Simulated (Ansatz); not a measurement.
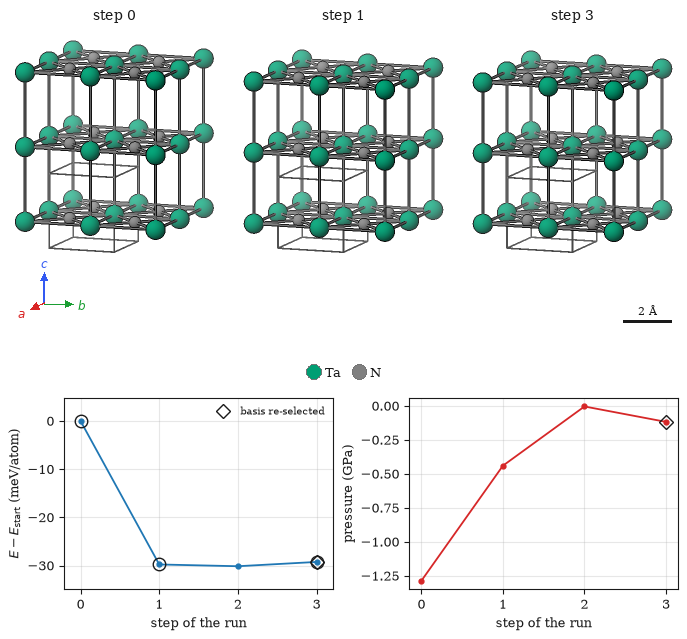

Frames of a relaxation of crystalline TaN (a generated structure, set up in P4/mmm) (coarse preliminary run), marked on the history of the run. The picture is a ball-and-stick view of the cell of the calculation, repeated 2 × 2 × 3 with one cell outlined, seen slightly off an axis.

Theory: Ansatz 0.2.0, DFT PBE, scalar-relativistic, plane waves, PAW.

Input file:
```yaml
crystal:
  lattice:
    - [2.9540668047, 0.0, 0.0]
    - [0.0, 2.9540668047, 0.0]
    - [0.0, 0.0, 3.2181319158]
  atoms:
    - { symbol: Ta, position: [0.0, 0.0, 0.5] }
    - { symbol: "N", position: [0.5, 0.5, 0.5] }
basis:
  ecutwfc: 420
kpoints:
  mp_grid: { grid: [6, 6, 6] }
hamiltonian:
  xc: pbe
scf:
  occupations: { method: gaussian, width: 0.1 }
  lower_state_search: "off"
output:
  forces: true
  stress: true
  eigenvalues: true
relax:
  adjacent_minimum: "off"
  f_tol: 0.04
  max_steps: 70
  cell: { stress_tol: 0.4 }
```

Launched with:
```bash
ansatz run input.yaml --threads 1 --pin off --max-ram 2560MiB --backend cpu --events-out ev --progress --plain --runs-dir out
```

**What happens along the run?**

No atom moves by more than 0.005 Å relative to the cell. Cell: a = b 2.954 → 2.965 Å (+0.4 %), c 3.218 → 3.045 Å (−5.4 %). Volume −4.7 %. Near-neighbour distances that change, for instance: Ta1–Ta1 3.218 → 3.045 Å, Ta1–Ta1 (another image) 2.954 → 2.965 Å, Ta1–N2 2.089 → 2.097 Å. The space group stays P4/mmm (No. 123). The energy falls by 29.2 meV per atom in 2 accepted moves (3 points after the start). All forces vanish by symmetry, so only the cell relaxes. Pressure: −1.29 GPa at the start and −0.12 GPa at the end. The SCF was repeated once at an unchanged geometry on a basis and grid sized afresh for the cell, which shifted the energy by 0.9 meV per atom at most. Cost: 4.9 s on 1 thread of Arm Neoverse V1 (shared host), peak memory 0.28 GiB. From step 0 to 1: volume −4.2 %, energy −29.8 meV per atom. From step 1 to 3: volume −0.5 %, energy +0.5 meV per atom.
